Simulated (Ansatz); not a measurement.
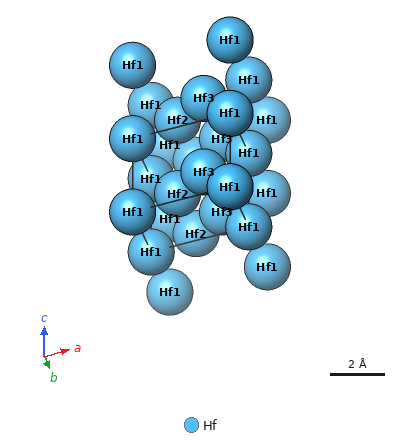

Figure 1. The input geometry (spheres-only view of the cell of the calculation, repeated 1 × 2 × 2, seen at an oblique angle; atoms are numbered from 1 in the order of the input).

## Hf: geometry relaxation

- system: Hf (3 atoms in the cell)
- method: DFT, PBE, PAW with Ansatz's default frozen-core files, scalar-relativistic, no spin polarisation (Ansatz 0.2.0)

Its volume is 0.80 times that of the source entry. It belongs to a series of runs on one base structure; here: shape and atoms relaxed at 0.8 of the volume. Figures and captions count atoms from 1; the log counts them from 0 in places.

### Input file
```yaml
crystal:
  lattice:
    - [4.6354813024, 0.0, 0.0]
    - [-2.3177406512, 4.0144445666, 0.0]
    - [0.0, 0.0, 2.8805172282]
  atoms:
    - { symbol: Hf, position: [0.0, 0.0, 0.0] }
    - { symbol: Hf, position: [0.3333333333, 0.6666666667, 0.5] }
    - { symbol: Hf, position: [0.6666666667, 0.3333333333, 0.5] }
kpoints:
  mp_grid: { grid: [8, 8, 11] }
scf:
  occupations: { method: fermi_dirac, width: 0.08 }
hamiltonian:
  xc: pbe
  pseudopotentials: { kind: paw }
output:
  forces: true
  stress: true
relax:
  f_tol: 0.005
  max_steps: 30
  cell: { stress_tol: 0.11, fix: [volume] }
```

Machine: 1 thread of Arm Neoverse V2, 24 GiB of memory available, shared host.

Run as:
```bash
ansatz run input.yaml --threads 1 --pin off --max-ram 3072MiB --backend cpu --events-out ev --progress --plain --runs-dir out
```

### Output
```
Engine: ansatz 0.2.0, aarch64-unknown-linux-gnu
Pseudopotentials: kind: paw
Pseudopotential: Hf, paw, valence charge 26, recommended cutoff 420 eV (normal), Hf.paw.azcp
Functional definition: PBE
  parameter kappa = 0.804
  parameter beta = 0.06672455060314922
  exchange = pbe_x(kappa = kappa, mu = beta*pi^2/3)
  correlation = pbe_c(beta = beta)
Crystal: 3 atoms, lattice volume = 53.603 Å³
Basis set: ecut = 420 eV, 1071 PW (Γ), exchange–correlation on 64×64×40 points (8 copies of the dense FFT grid, shifted against one another)
Bands: 47, of which v1, the nominal top of the filled ones, is band 39 counted from 1 (38 counted from 0)
Symmetry: 24 space group operations
Space group: P6/mmm (ITA 191), of the structure as read, at distance tolerance 3.8e-5 Å
k-points: 60 of 704
Non-local potential: Hf, projectors of the file, l = 0: 3, l = 1: 2, l = 2: 2, l = 3: 3
PAW form: soft (Blöchl's): semilocal exchange-correlation on the pseudo side does not see the compensation charge
PAW one-centre angular grid: Hf, 590 points (default); XC on 64 Gauss nodes
Initial density: superposition of atomic densities (neutral atoms: chi_scale 0, normalization atom), corrected by the library's trained network
Initial wavefunctions: pseudopotential atomic-orbital guess
Functional: x = pbe(κ = 0.804, μ = 0.2195149727645171), c = pbe(β = 0.06672455060314922)
SCF iter   1: F=—  HF=-47162.768129 eV  |F-HF|=—  |Δ(HF+E_count)|=         —  Δρ=1.14e-2  dr2=1.78e-1  ethr=1.77e-3  ⟨swp⟩=5.6  Hψ=8834  notcnv=0  defer=2
preconditioner: auto → Kerker (q_TF=auto, 2.904 Å⁻¹)  [metal: Δε(μ)=0.041 eV  Ē_g=17.446 eV  σ=0.080 eV  W_gap=0.13  n_scr=26 (ndim 8)  ℏωp=43.0 eV  f_vac=0.000  D(μ)=1.79/eV (n_scr^D=8)]
SCF iter   2: F=—  HF=-47162.740069 eV  |F-HF|=—  |Δ(HF+E_count)|=   2.81e-2  Δρ=5.32e-3  dr2=2.76e-2  ethr=2.28e-4  ⟨swp⟩=1.9  Hψ=3545  notcnv=0  defer=20
SCF iter   3: F=—  HF=-47162.735761 eV  |F-HF|=—  |Δ(HF+E_count)|=   4.31e-3  Δρ=2.06e-3  dr2=3.51e-3  ethr=3.54e-5  ⟨swp⟩=2.0  Hψ=4332  notcnv=0  defer=20
SCF iter   4: F=—  HF=-47162.733366 eV  |F-HF|=—  |Δ(HF+E_count)|=   2.39e-3  Δρ=1.15e-3  dr2=7.31e-4  ethr=4.51e-6  ⟨swp⟩=2.4  Hψ=5209  notcnv=0  defer=20
SCF iter   5: F=—  HF=-47162.733456 eV  |F-HF|=—  |Δ(HF+E_count)|=   8.97e-5  Δρ=4.18e-4  dr2=5.62e-5  ethr=9.37e-7  ⟨swp⟩=2.1  Hψ=5143  notcnv=0  defer=20
SCF iter   6: F=—  HF=-47162.733412 eV  |F-HF|=—  |Δ(HF+E_count)|=   4.41e-5  Δρ=1.43e-4  dr2=6.33e-6  ethr=7.21e-8  ⟨swp⟩=3.0  Hψ=5652  notcnv=0  defer=22
SCF iter   7: F=—  HF=-47162.733437 eV  |F-HF|=—  |Δ(HF+E_count)|=   2.53e-5  Δρ=6.25e-5  dr2=1.02e-6  ethr=8.11e-9  ⟨swp⟩=3.2  Hψ=6184  notcnv=0  defer=22
SCF iter   8: F=—  HF=-47162.733438 eV  |F-HF|=—  |Δ(HF+E_count)|=   1.23e-6  Δρ=2.13e-5  dr2=2.53e-7  ethr=1.31e-9  ⟨swp⟩=3.0  Hψ=5600  notcnv=0  defer=22
SCF iter   9: F=-47162.733438 eV  HF=-47162.733438 eV  |F-HF|=7.95e-9  |Δ(HF+E_count)|=   5.08e-7  Δρ=3.74e-6  dr2=8.95e-9  ethr=1.28e-10  ⟨swp⟩=6.9  Hψ=14826  notcnv=0
SCF 1 converged in 9 iterations: F = -47162.733438 eV  dr2 = 8.95e-9
  greatest PAW one-centre occupation: 0.999 electrons in one spin orbital (limit 2), on the Hf atom at site 0 (counted from 0), in its partial waves of l = 0
relax step   1: F+E_penalty+E_count = -47162.73343790 eV  Δ(F+E_penalty+E_count) = +0.000e0 eV  max|allowed force component| = 1.480e-16 eV/Å  Δτ_max = 0.0000 Å  P = +35.355 GPa  Ω = 53.603 Å³  fix = [volume]  reactions: volume +35.355 GPa  (9 SCF iters, dr2 threshold 1.00e-7 eV, accepted)
Basis set: ecut = 420 eV, 1047 PW (Γ), exchange–correlation on 64×64×40 points (8 copies of the dense FFT grid, shifted against one another)
Initial density: handed on by an earlier stage of this run
Initial wavefunctions: those handed on with the density
iter 1 solved again at ethr=3.91e-8 eV; its pass at ethr=3.10e-3 eV (dr2=3.05e-5 eV) is discarded
SCF iter   1: F=—  HF=-47162.733378 eV  |F-HF|=—  |Δ(HF+E_count)|=         —  Δρ=2.18e-4  dr2=3.61e-5  ethr=3.91e-8  ⟨swp⟩=2.7  Hψ=12476  notcnv=0
preconditioner: auto → Kerker (q_TF=auto, 2.904 Å⁻¹)  [metal: Δε(μ)=0.037 eV  Ē_g=17.462 eV  σ=0.080 eV  W_gap=0.12  n_scr=26 (ndim 8)  ℏωp=43.0 eV  f_vac=0.000  D(μ)=2.06/eV (n_scr^D=8)]
SCF iter   2: F=—  HF=-47162.733410 eV  |F-HF|=—  |Δ(HF+E_count)|=   3.19e-5  Δρ=1.28e-4  dr2=1.07e-5  ethr=3.91e-8  ⟨swp⟩=1.6  Hψ=2886  notcnv=0
SCF iter   3: F=—  HF=-47162.733407 eV  |F-HF|=—  |Δ(HF+E_count)|=   2.75e-6  Δρ=3.51e-5  dr2=9.71e-7  ethr=1.37e-8  ⟨swp⟩=2.0  Hψ=4440  notcnv=0
SCF iter   4: F=—  HF=-47162.733406 eV  |F-HF|=—  |Δ(HF+E_count)|=   6.99e-7  Δρ=1.94e-5  dr2=4.05e-7  ethr=1.24e-9  ⟨swp⟩=2.1  Hψ=5206  notcnv=0
SCF iter   5: F=-47162.733406 eV  HF=-47162.733406 eV  |F-HF|=2.94e-8  |Δ(HF+E_count)|=   1.00e-7  Δρ=6.04e-6  dr2=2.90e-8  ethr=1.16e-10  ⟨swp⟩=5.1  Hψ=13865  notcnv=0
SCF 2 converged in 5 iterations: F = -47162.733406 eV  dr2 = 2.90e-8
relax step   2: F+E_penalty+E_count = -47162.73340632 eV  Δ(F+E_penalty+E_count) = +3.158e-5 eV  max|allowed force component| = 4.256e-16 eV/Å  Δτ_max = 0.0000 Å  P = +35.359 GPa  Ω = 53.603 Å³  energy of the carried Pulay correction = +5.659e-6 eV  fix = [volume]  (5 SCF iters, dr2 threshold 9.04e-8 eV, rejected (line search))
iter 1 solved again at ethr=1.42e-8 eV; its pass at ethr=3.10e-3 eV (dr2=1.11e-5 eV) is discarded
SCF iter   1: F=—  HF=-47162.733435 eV  |F-HF|=—  |Δ(HF+E_count)|=         —  Δρ=1.30e-4  dr2=1.30e-5  ethr=1.42e-8  ⟨swp⟩=2.6  Hψ=12256  notcnv=0
preconditioner: auto → Kerker (q_TF=auto, 2.904 Å⁻¹)  [metal: Δε(μ)=0.028 eV  Ē_g=17.461 eV  σ=0.080 eV  W_gap=0.09  n_scr=26 (ndim 8)  ℏωp=43.0 eV  f_vac=0.000  D(μ)=2.06/eV (n_scr^D=8)]
SCF iter   2: F=—  HF=-47162.733475 eV  |F-HF|=—  |Δ(HF+E_count)|=   4.04e-5  Δρ=7.45e-5  dr2=3.49e-6  ethr=1.42e-8  ⟨swp⟩=1.7  Hψ=2943  notcnv=0
SCF iter   3: F=—  HF=-47162.733471 eV  |F-HF|=—  |Δ(HF+E_count)|=   3.97e-6  Δρ=2.49e-5  dr2=4.93e-7  ethr=4.47e-9  ⟨swp⟩=2.0  Hψ=4436  notcnv=0
SCF iter   4: F=—  HF=-47162.733471 eV  |F-HF|=—  |Δ(HF+E_count)|=   4.11e-7  Δρ=1.17e-5  dr2=1.40e-7  ethr=6.32e-10  ⟨swp⟩=2.0  Hψ=5194  notcnv=0
SCF iter   5: F=—  HF=-47162.733471 eV  |F-HF|=—  |Δ(HF+E_count)|=   3.26e-8  Δρ=2.98e-6  dr2=5.67e-9  ethr=1.80e-10  ⟨swp⟩=2.0  Hψ=3180  notcnv=0
SCF iter   6: F=—  HF=-47162.733471 eV  |F-HF|=—  |Δ(HF+E_count)|=   1.48e-9  Δρ=1.03e-6  dr2=4.49e-10  ethr=7.26e-12  ⟨swp⟩=2.5  Hψ=5432  notcnv=0
SCF iter   7: F=—  HF=-47162.733471 eV  |F-HF|=—  |Δ(HF+E_count)|=  1.46e-10  Δρ=6.41e-7  dr2=1.92e-10  ethr=1.00e-12  ⟨swp⟩=6.9  Hψ=15262  notcnv=0
SCF iter   8: F=-47162.733471 eV  HF=-47162.733471 eV  |F-HF|=7.28e-11  |Δ(HF+E_count)|=  1.75e-10  Δρ=2.21e-7  dr2=3.03e-11  ethr=1.00e-12  ⟨swp⟩=6.0  Hψ=13075  notcnv=0
SCF 3 converged in 8 iterations: F = -47162.733471 eV  dr2 = 3.03e-11
relax step   3: F+E_penalty+E_count = -47162.73347098 eV  Δ(F+E_penalty+E_count) = -3.309e-5 eV  max|allowed force component| = 8.635e-17 eV/Å  Δτ_max = 0.0000 Å  P = +35.356 GPa  Ω = 53.603 Å³  energy of the carried Pulay correction = +2.280e-6 eV  fix = [volume]  reactions: volume +35.356 GPa  (8 SCF iters, accepted)
Initial wavefunctions: pseudopotential atomic-orbital guess (no wavefunctions were taken with the density)
iter 1 solved again at ethr=5.52e-9 eV; its pass at ethr=3.10e-3 eV (dr2=4.31e-6 eV) is discarded
SCF iter   1: F=—  HF=-47162.733432 eV  |F-HF|=—  |Δ(HF+E_count)|=         —  Δρ=8.08e-7  dr2=7.75e-11  ethr=5.52e-9  ⟨swp⟩=6.0  Hψ=21350  notcnv=0
eigensolver tolerance schedule: the retry pair's looser diagonalisation over-reported the residual by 55581.63 of it (diagonalisation noise at 0.11 of the residual, at the tolerance the schedule requests for it); recorded, not acted on — ethr = c·dr2/N_el stays at c = 1.0e-1
preconditioner: auto → Kerker (q_TF=auto, 2.904 Å⁻¹)  [metal: Δε(μ)=0.029 eV  Ē_g=17.461 eV  σ=0.080 eV  W_gap=0.09  n_scr=26 (ndim 8)  ℏωp=43.0 eV  f_vac=0.000  D(μ)=2.06/eV (n_scr^D=8)]
SCF iter   2: F=-47162.733470 eV  HF=-47162.733470 eV  |F-HF|=2.18e-11  |Δ(HF+E_count)|=   3.84e-5  Δρ=4.53e-7  dr2=3.32e-11  ethr=1.00e-12  ⟨swp⟩=10.8  Hψ=19267  notcnv=0
SCF 4 converged in 2 iterations: F = -47162.733470 eV  dr2 = 3.32e-11
relax step   4: F+E_penalty+E_count = -47162.73347024 eV  Δ(F+E_penalty+E_count) = +7.462e-7 eV  max|allowed force component| = 2.220e-16 eV/Å  Δτ_max = 0.0000 Å  P = +35.357 GPa  Ω = 53.603 Å³  fix = [volume]  reactions: volume +35.357 GPa  stress off target by 4.54e-4 GPa on what of the cell is left free  SCF on the basis re-selected at this cell (its energy is not comparable with the rows above)  (2 SCF iters)
```

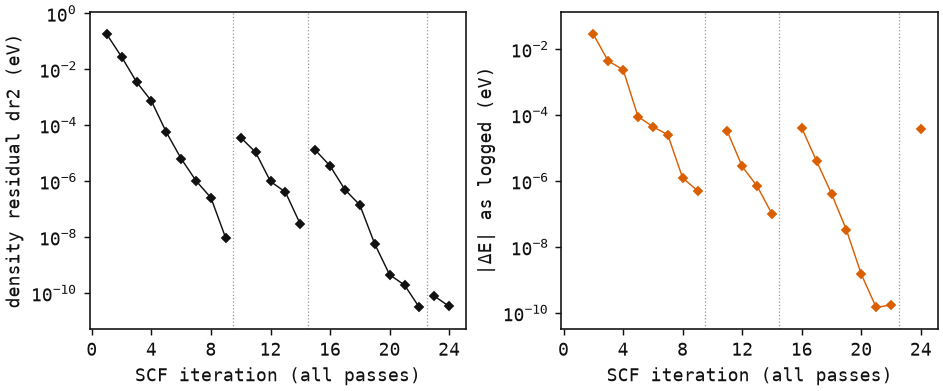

Figure 2. Convergence of the self-consistent field: density residual dr2 and size of the energy change against the SCF iteration. The dotted lines part the SCF passes of the relaxation: geometry steps, rejected trials and re-solves on a re-selected basis. The passes take 9, 5, 8 and 2 iterations.

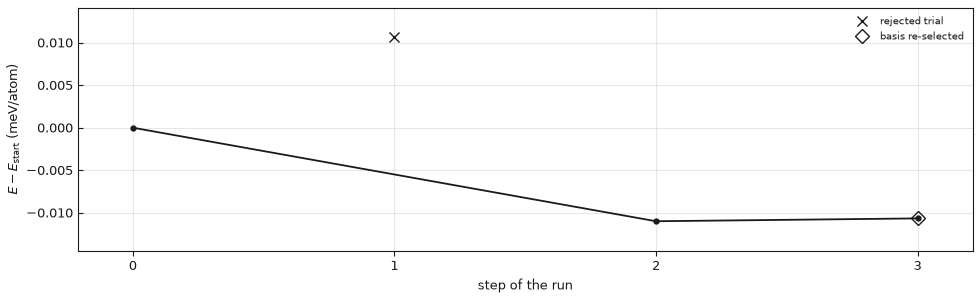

Figure 3. Progress of the relaxation, step by step (the first geometry is step 0 here and step 1 in the log). Over 2 geometry steps the energy falls by next to nothing (0.0 meV per atom). All forces vanish by symmetry, so only the cell relaxes. Pressure: 35.35 GPa at the start and 35.36 GPa at the end. The line search rejected the trial step at point 1 (counted from 0) and went back. The atoms keep their places relative to the cell (all moves are under 0.005 Å). The space group stays P6/mmm (No. 191). A last SCF at the same geometry on a re-selected plane-wave basis shifts the energy by +0.0 meV per atom. (Atoms are counted from 1 in the order of the input.)

```
basis re-selected at this cell: Δ(F+E_penalty+E_count) = +7.462e-7 eV, ΔP = +0.000 GPa vs the last step (what re-selecting the basis moved, of the pressure what is left beyond the Pulay correction that the steps carried, after the strain that the cell walked since its last selection, with what the two solves' SCF thresholds leave and, on support functions, any second-order correction that the steps lacked; it is no measure of the basis error at this ecutwfc). This SCF's stress stands 4.54e-4 GPa from its target on what of the cell is left free (relax.cell.stress_tol is 1.10e-1 GPa) and its largest allowed force component is 2.22e-16 eV/Å (relax.f_tol is 5.00e-3 eV/Å): within both
SCF converged after 2 iterations
Free energy (F): -47162.733470 eV
Harris-Foulkes:  -47162.733470 eV  (|F-HF|=2.18e-11)
Internal energy: -47162.688712 eV  (E = F + TS)
E sigma→0 (E₀):  -47162.711091 eV
Entropy (-TS):   -0.044759 eV (-14.920 meV/atom)
Fermi energy:    25.134300 eV
--- Per-component energies (eV) ---
  E_band       = 555.804651
  E_kinetic    = 1303.464141
  E_local      = -13412.839631  (includes V_loc(G=0)·N_el)
  E_nonlocal   = -3729.553378
  E_hartree    = 6479.515855
  E_xc         = -911.288567
  E_vxc        = -813.183234  (∫ρ·V_xc dr)
  E_paw        = -20790.941366  (= ΣΔE_a)
  E_vpaw       = 4248.884504  (= ΣTr[D̂ρ^β])
  E_aug_tail   = -0.000004  (compensation charges beyond the density's cutoff)
  E_ewald      = -16101.045763
  E_smearing   = -0.044759  (= −TS)
  E_closure    = 0.000000  (closes the sum)
  Σ components = -47162.733470   (vs F -47162.733470, Δ=0.00e0)
--- Forces (eV/Å), atoms counted from 1 ---
  atom   1  Hf    -0.00000000    -0.00000000     0.00000000
  atom   2  Hf     0.00000000     0.00000000     0.00000000
  atom   3  Hf     0.00000000    -0.00000000     0.00000000
  max |Σ_I F_I| component: 8.41e-30 eV/Å
--- Stress (GPa, compression-positive) ---
       35.356760       0.000000       0.000000
       -0.000000      35.356760       0.000000
        0.000000       0.000000      35.356080
  P = ⅓ Tr σ = 35.3565 GPa (353.565 kbar)
--- Relaxed structure (3 steps of the walk, 2 accepted, 1 SCFs on fresh bases) ---
  F+E_penalty+E_count = -47162.73347024 eV   max|allowed force component| = 2.220e-16 eV/Å   (the final SCF, on the basis selected at the relaxed cell)
  cell:  # Å, volume = 53.6032 Å³
    - [4.633981373367017, 0.0, 0.0]
    - [-2.3169906866835084, 4.013145589999738, 0.0]
    - [0.0, 0.0, 2.8823822640029837]
  atoms:
    - { symbol: Hf, position: [-1.1145984556709437e-34, -1.3326390020564906e-36, 0.0] }
    - { symbol: Hf, position: [0.33333333333333326, 0.6666666666666665, 0.5] }
    - { symbol: Hf, position: [0.6666666666666666, 0.33333333333333326, 0.5] }
```

### Trajectory as extended XYZ (Å, eV, eV/Å), 4 frames, from step=1 to step=4
```
3
Lattice="4.6355 0.0000 0.0000 -2.3177 4.0144 0.0000 0.0000 0.0000 2.8805" Properties=species:S:1:pos:R:3:forces:R:3 step=1 energy=-47162.73344 pressure_GPa=35.35
Hf    0.0000    0.0000    0.0000    0.0000   0.0000   0.0000
Hf    0.0000    2.6763    1.4403    0.0000   0.0000   0.0000
Hf    2.3177    1.3381    1.4403    0.0000   0.0000   0.0000
3
Lattice="4.6318 0.0000 0.0000 -2.3159 4.0112 0.0000 0.0000 0.0000 2.8851" Properties=species:S:1:pos:R:3:forces:R:3 step=2 energy=-47162.73341 pressure_GPa=35.36 accepted=F
Hf    0.0000    0.0000    0.0000    0.0000   0.0000   0.0000
Hf    0.0000    2.6741    1.4426    0.0000   0.0000   0.0000
Hf    2.3159    1.3371    1.4426    0.0000   0.0000   0.0000
3
Lattice="4.6340 0.0000 0.0000 -2.3170 4.0131 0.0000 0.0000 0.0000 2.8824" Properties=species:S:1:pos:R:3:forces:R:3 step=3 energy=-47162.73347 pressure_GPa=35.36
Hf    0.0000    0.0000    0.0000    0.0000   0.0000   0.0000
Hf    0.0000    2.6754    1.4412    0.0000   0.0000   0.0000
Hf    2.3170    1.3377    1.4412    0.0000   0.0000   0.0000
3
Lattice="4.6340 0.0000 0.0000 -2.3170 4.0131 0.0000 0.0000 0.0000 2.8824" Properties=species:S:1:pos:R:3:forces:R:3 step=4 energy=-47162.73347 pressure_GPa=35.36
Hf    0.0000    0.0000    0.0000    0.0000   0.0000   0.0000
Hf    0.0000    2.6754    1.4412    0.0000   0.0000   0.0000
Hf    2.3170    1.3377    1.4412    0.0000   0.0000   0.0000
```

### Summary

- outcome: converged
- space group (tolerance 0.01 Å): P6/mmm (191)
- electrons treated: 78
- free energy: −47162.7335 eV
- Fermi energy: 25.134 eV
- pressure: 35.36 GPa
- final volume: 53.60 Å³
- largest force (length of the vector) at the end: under 0.001 eV/Å
- final cell: a = 4.634 Å, b = 4.634 Å, c = 2.882 Å, α = 90.00°, β = 90.00°, γ = 120.00°
- wall time: 27 s
- peak memory: 0.39 GiB

### Notes

Spin–orbit coupling is left out, which matters for Hf. The cell is under a pressure of 35 GPa at this level, so it is not at its equilibrium volume.
